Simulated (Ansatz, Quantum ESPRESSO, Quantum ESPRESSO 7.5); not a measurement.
## Evanescent states of NaCl, rock salt type, lattice constant set to 5.809 Å

Wanted: the complex band structure of NaCl, rock salt type, lattice constant set to 5.809 Å, as for a tunnel barrier.

Main program and level: Quantum ESPRESSO 7.5; plane-wave DFT, LDA, PseudoDojo norm-conserving pseudopotentials (cross-check by Ansatz 0.2.0 with PAW datasets).

## (1) The structure

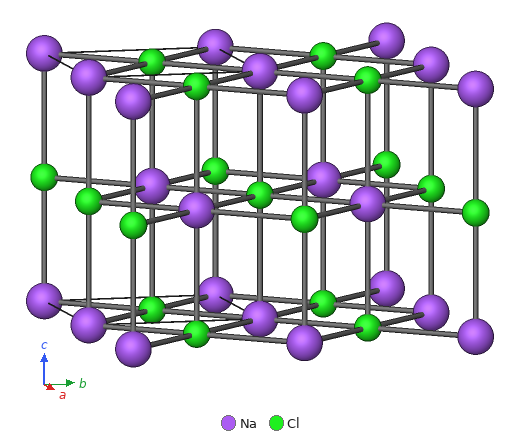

The cell as given, from the side, with the c axis up (sodium purple, chlorine green). 2×2×1 cells are drawn. Some periodic images of atoms are drawn too.

Structure file:

```cif
data_structure
_symmetry_space_group_name_H-M 'Fm-3m'
_symmetry_Int_Tables_number 225
_cell_length_a 5.8090
_cell_length_b 5.8090
_cell_length_c 5.8090
_cell_angle_alpha 90.000
_cell_angle_beta 90.000
_cell_angle_gamma 90.000
_cell_volume 196.02
loop_
_atom_site_label
_atom_site_type_symbol
_atom_site_symmetry_multiplicity
_atom_site_Wyckoff_symbol
_atom_site_fract_x
_atom_site_fract_y
_atom_site_fract_z
_atom_site_occupancy
Na1 Na 4 a 0.00000 0.00000 0.00000 1
Cl1 Cl 4 b 0.00000 0.50000 0.00000 1
```

## (2) Self-consistent run

pwcond needs a cell whose third axis lies along the current and stands perpendicular to the other two.

File scf.in:

```
&control
  prefix = 'scf'
  outdir = './out'
  pseudo_dir = './pseudo'
  calculation = 'scf'
  tprnfor = .true.
/
&system
  ibrav = 0
  nat = 4
  ntyp = 2
  ecutwfc = 76
  ecutrho = 304
  occupations = 'fixed'
  nbnd = 20
/
&electrons
  conv_thr = 1e-09
  mixing_beta = 0.6
  electron_maxstep = 120
/
ATOMIC_SPECIES
  Na  22.9898  Na.dojo-sr-lda-0.4.1-standard.upf
  Cl  35.4500  Cl.dojo-sr-lda-0.4.1-standard.upf
CELL_PARAMETERS angstrom
  4.10758329191265 0.00000000000000 0.00000000000000
  0.00000000000000 4.10758329191265 0.00000000000000
  0.00000000000000 0.00000000000000 5.80900000000000
ATOMIC_POSITIONS crystal
  Na  0.000000000000 0.000000000000 0.000000000000
  Cl  0.500000000000 0.500000000000 0.000000000000
  Na  0.500000000000 0.500000000000 0.500000000000
  Cl  0.000000000000 0.000000000000 0.500000000000
K_POINTS automatic
  6 6 6 0 0 0
```

The run is started by

```bash
$ OMP_NUM_THREADS=1 mpirun -n 2 pw.x -nk 2 -in scf.in > scf.out
```

Log:

```text
Program PWSCF v.7.5 starts
[citation notice left out]

     Parallel version (MPI & OpenMP), running on       2 processor cores
     Number of MPI processes:                 2
     Threads/MPI process:                     1

     MPI processes distributed on     1 nodes
[...]
Current dimensions of program PWSCF are:
     Max number of different atomic species (ntypx) = 10
     Max number of k-points (npk) =  40000
     Max angular momentum in pseudopotentials (lmaxx) =  4
     Found identity + ( -0.5000 -0.5000 -0.5000) symmetry
     This is a supercell, fractional translations are disabled
     Message from routine setup:
     using ibrav=0 with symmetry is DISCOURAGED, use correct ibrav instead

     K-points division:     npool     =       2
     Subspace diagonalization in iterative solution of the eigenvalue problem:
     a serial algorithm will be used

     G-vector sticks info
     --------------------
     sticks:   dense  smooth     PW     G-vecs:    dense   smooth      PW
     Sum        1457    1457    421                59157    59157    9189

     Using Slab Decomposition

     bravais-lattice index     =            0
     lattice parameter (alat)  =       7.7622  a.u.
     unit-cell volume          =     661.4100 (a.u.)^3
     number of atoms/cell      =            4
     number of atomic types    =            2
     number of electrons       =        32.00
     number of Kohn-Sham states=           20
     kinetic-energy cutoff     =      76.0000  Ry
     charge density cutoff     =     304.0000  Ry
     scf convergence threshold =      1.0E-09
     mixing beta               =       0.6000
     number of iterations used =            8  plain     mixing
     Exchange-correlation= SLA  PW   NOGX NOGC
                           (   1   4   0   0   0   0   0)

     celldm(1)=   7.762207  celldm(2)=   0.000000  celldm(3)=   0.000000
     celldm(4)=   0.000000  celldm(5)=   0.000000  celldm(6)=   0.000000

     crystal axes: (cart. coord. in units of alat)
               a(1) = (   1.000000   0.000000   0.000000 )
               a(2) = (   0.000000   1.000000   0.000000 )
               a(3) = (   0.000000   0.000000   1.414214 )

     reciprocal axes: (cart. coord. in units 2 pi/alat)
               b(1) = (  1.000000  0.000000  0.000000 )
               b(2) = (  0.000000  1.000000  0.000000 )
               b(3) = (  0.000000  0.000000  0.707107 )

     PseudoPot. # 1 for Na read from file:
     ./pseudo/Na.dojo-sr-lda-0.4.1-standard.upf
     Pseudo is Norm-conserving, Zval =  9.0
     Generated using ONCVPSP code by D. R. Hamann
     Using radial grid of 1968 points,  4 beta functions with:
                l(1) =   0
                l(2) =   0
                l(3) =   1
                l(4) =   1

     PseudoPot. # 2 for Cl read from file:
     ./pseudo/Cl.dojo-sr-lda-0.4.1-standard.upf
     Pseudo is Norm-conserving + core correction, Zval =  7.0
     Generated using ONCVPSP code by D. R. Hamann
     Using radial grid of 1016 points,  6 beta functions with:
                l(1) =   0
                l(2) =   0
                l(3) =   1
                l(4) =   1
                l(5) =   2
                l(6) =   2

     atomic species   valence    mass     pseudopotential
     Na                9.00    22.98980     Na( 1.00)
     Cl                7.00    35.45000     Cl( 1.00)

     16 Sym. Ops., with inversion, found

   Cartesian axes

     site n.     atom                  positions (alat units)
         1        Na     tau(   1) = (   0.0000000   0.0000000   0.0000000  )
         2        Cl     tau(   2) = (   0.5000000   0.5000000   0.0000000  )
         3        Na     tau(   3) = (   0.5000000   0.5000000   0.7071068  )
         4        Cl     tau(   4) = (   0.0000000   0.0000000   0.7071068  )

     number of k points=    40
                       cart. coord. in units 2pi/alat
        k(    1) = (   0.0000000   0.0000000   0.0000000), wk =   0.0092593
        k(    2) = (   0.0000000   0.0000000   0.1178511), wk =   0.0185185
        k(    3) = (   0.0000000   0.0000000   0.2357023), wk =   0.0185185
        k(    4) = (   0.0000000   0.0000000  -0.3535534), wk =   0.0092593
        k(    5) = (   0.0000000   0.1666667   0.0000000), wk =   0.0370370
        k(    6) = (   0.0000000   0.1666667   0.1178511), wk =   0.0740741
        k(    7) = (   0.0000000   0.1666667   0.2357023), wk =   0.0740741
        k(    8) = (   0.0000000   0.1666667  -0.3535534), wk =   0.0370370
        k(    9) = (   0.0000000   0.3333333   0.0000000), wk =   0.0370370
        k(   10) = (   0.0000000   0.3333333   0.1178511), wk =   0.0740741
[...]
k(   40) = (  -0.5000000  -0.5000000  -0.3535534), wk =   0.0092593

     Dense  grid:    59157 G-vectors     FFT dimensions: (  45,  45,  64)

     Estimated max dynamical RAM per process >     100.52 MB

     Estimated total dynamical RAM >     186.60 MB

     Initial potential from superposition of free atoms

     starting charge      31.9889, renormalised to      32.0000
     Starting wfcs are   18 randomized atomic wfcs +    2 random wfcs

     total cpu time spent up to now is        1.7 secs

     per-process dynamical memory:    81.1 Mb

     Self-consistent Calculation

     iteration #  1     ecut=    76.00 Ry     beta= 0.60
     Davidson diagonalization with overlap
     ethr =  1.00E-02,  avg # of iterations =  4.7

     Threshold (ethr) on eigenvalues was too large:
     Diagonalizing with lowered threshold

     Davidson diagonalization with overlap
     ethr =  3.06E-04,  avg # of iterations =  2.2

     total cpu time spent up to now is        9.9 secs

     total energy              =    -248.55131839 Ry
     estimated scf accuracy    <       0.09496866 Ry

     iteration #  2     ecut=    76.00 Ry     beta= 0.60
[...]
total energy              =    -248.57531156 Ry
     estimated scf accuracy    <       0.01203654 Ry

     iteration #  3     ecut=    76.00 Ry     beta= 0.60
[...]
total energy              =    -248.57726781 Ry
     estimated scf accuracy    <       0.00068652 Ry

     iteration #  4     ecut=    76.00 Ry     beta= 0.60
[...]
total energy              =    -248.57729558 Ry
     estimated scf accuracy    <       0.00000633 Ry

     iteration #  5     ecut=    76.00 Ry     beta= 0.60
[...]
total energy              =    -248.57729715 Ry
     estimated scf accuracy    <       0.00000045 Ry

     iteration #  6     ecut=    76.00 Ry     beta= 0.60
[...]
total energy              =    -248.57729725 Ry
     estimated scf accuracy    <       0.00000009 Ry

     iteration #  7     ecut=    76.00 Ry     beta= 0.60
[...]
total energy              =    -248.57729726 Ry
     estimated scf accuracy    <          6.7E-09 Ry

     iteration #  8     ecut=    76.00 Ry     beta= 0.60
[...]
End of self-consistent calculation

          k = 0.0000 0.0000 0.0000 (  7387 PWs)   bands (ev):

   -48.3009 -48.3002 -20.8085 -20.7998 -20.7998 -20.7941 -20.7941 -20.7941
   -12.2310 -11.9189  -1.3265  -0.3534  -0.3534   0.1862   0.1862   0.1862
     4.5711   7.0860   7.9608  10.5166

          k = 0.0000 0.0000 0.1179 (  7399 PWs)   bands (ev):

   -48.3009 -48.3003 -20.8078 -20.7994 -20.7994 -20.7955 -20.7945 -20.7945
   -12.2083 -11.9378  -1.2713  -0.3208  -0.3208   0.0068   0.1459   0.1459
     4.8704   7.1419   8.0736  10.2326

          k = 0.0000 0.0000 0.2357 (  7366 PWs)   bands (ev):

   -48.3008 -48.3004 -20.8059 -20.7986 -20.7984 -20.7984 -20.7955 -20.7955
   -12.1475 -11.9911  -1.0971  -0.3900  -0.2295  -0.2295   0.0393   0.0393
     5.6055   7.0632   8.4087   9.6726

          k = 0.0000 0.0000-0.3536 (  7310 PWs)   bands (ev):

   -48.3006 -48.3005 -20.8025 -20.8024 -20.7968 -20.7968 -20.7968 -20.7968
   -12.0674 -12.0674  -0.7942  -0.7942  -0.0989  -0.0989  -0.0989  -0.0989
     6.4671   6.4671   8.9537   8.9537

          k = 0.0000 0.1667 0.0000 (  7407 PWs)   bands (ev):

   -48.3008 -48.3002 -20.8074 -20.8023 -20.7991 -20.7972 -20.7949 -20.7943
   -12.1868 -11.9145  -1.2190  -0.6041  -0.3083  -0.1897   0.1024   0.1615
     5.1320   7.4803   8.3208  10.2278

          k = 0.0000 0.1667 0.1179 (  7390 PWs)   bands (ev):

   -48.3008 -48.3003 -20.8076 -20.8011 -20.7990 -20.7988 -20.7946 -20.7945
   -12.1665 -11.9304  -1.2167  -0.5231  -0.3740  -0.2795   0.1270   0.1270
     5.3563   7.5218   8.4146   9.9299

[...]
highest occupied, lowest unoccupied level (ev):     0.1862    4.5711

!    total energy              =    -248.57729726 Ry
     estimated scf accuracy    <          1.7E-10 Ry

     The total energy is the sum of the following terms:
     one-electron contribution =    -155.13052521 Ry
     hartree contribution      =      84.74549737 Ry
     xc contribution           =     -44.58373917 Ry
     ewald contribution        =    -133.60853025 Ry

     convergence has been achieved in   8 iterations

     Forces acting on atoms (cartesian axes, Ry/au):

     atom    1 type  1   force =     0.00000000    0.00000000    0.00000000
     atom    2 type  2   force =     0.00000000    0.00000000    0.00000000
     atom    3 type  1   force =     0.00000000    0.00000000    0.00000000
     atom    4 type  2   force =     0.00000000    0.00000000    0.00000000

     Total force =     0.000000     Total SCF correction =     0.000000

[...]
=------------------------------------------------------------------------------=
   JOB DONE.
=------------------------------------------------------------------------------=
```

It took 41 s on 2 MPI ranks of Arm Neoverse V1, shared host; peak memory 0.26 GiB.

This step gave:

```
free energy                          : -3382.0664 eV
valence top, on the run's zero       : 0.1862 eV
conduction bottom, on the run's zero : 4.571 eV
gap by band count                    : 4.385 eV
```

The run needed 8 iterations to bring the estimated error under 1e-09 Ry.

[end of part 1 of 3]

[Logs are printed without paths, hosts, clocks, repeated set-up lines and the standing remarks that a program may print on its own settings, such as how far it seeks lower states.]

[Hosts, paths, dates, database ids (printed as entryN), source tags and the programs' standing remarks are cut or masked in the printed files.]

[Maps of the electrostatic potential energy from Ansatz leave out the sawtooth potential of an applied field or a dipole correction, so their vacuum need not be flat; planar profiles and work functions include it.]
